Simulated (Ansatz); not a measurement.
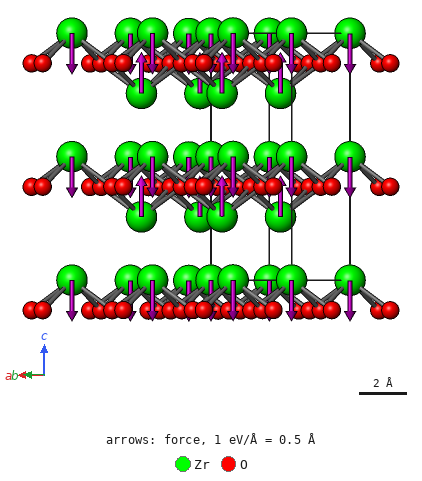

Starting geometry of solid ZrO (a generated structure, set up in Cmce) (coarse preliminary run) with the computed forces as purple arrows. Style: ball-and-stick. Shown: the cell of the calculation, repeated 2 × 2 × 1 with one cell outlined, from a free direction.

Case: Sn → Zr on all its sites, cell and atoms relaxed.

All numbers below come from DFT PBE+D3(BJ), scalar-relativistic, plane waves, PAW in Ansatz 0.2.0. Set-up: plane-wave cutoff 420 eV; k-point mesh 6 × 6 × 2; occupations gaussian; smearing width 0.1 eV; no spin polarisation; cell and atoms relaxed; force threshold 0.05 eV/Å; at most 60 steps.

Q: What follows when this structure is relaxed?

A: It isn't relaxed: the largest force vector, on Zr atoms, is 3.56 eV/Å. The atoms end up moving mostly along the starting forces (cosine between the two patterns 1.00). After 6 accepted moves (9 points after the start) the energy has fallen by 9.628 eV per cell of the calculation. Largest force component: 3.6 eV/Å at the start, 0.0054 eV/Å at the end. The pressure goes from −28.88 to 0.02 GPa. The line search rejected the trial step at point 4 of the run. The SCF was repeated twice at an unchanged geometry on a basis and grid sized afresh for the cell, which shifted the energy by 22.8 meV per cell of the calculation at most. The largest moves relative to the cell, 0.032 Å, are those of Zr atoms. By element the largest moves are Zr 0.032 Å, O 0.001 Å. The volume changes by −34.8 %, with a = b 4.264 → 3.601 Å (−15.5 %), c 10.578 → 9.671 Å (−8.6 %). Some distances before and after: Zr–Zr 3.965 → 3.426 Å, O–Zr 2.490 → 2.134 Å. Among the angles between lasting bonds that change: O–Zr–O 117.7° → 115.1°, Zr–O–Zr 117.7° → 115.1°. The space group stays P4/nmm (No. 129).
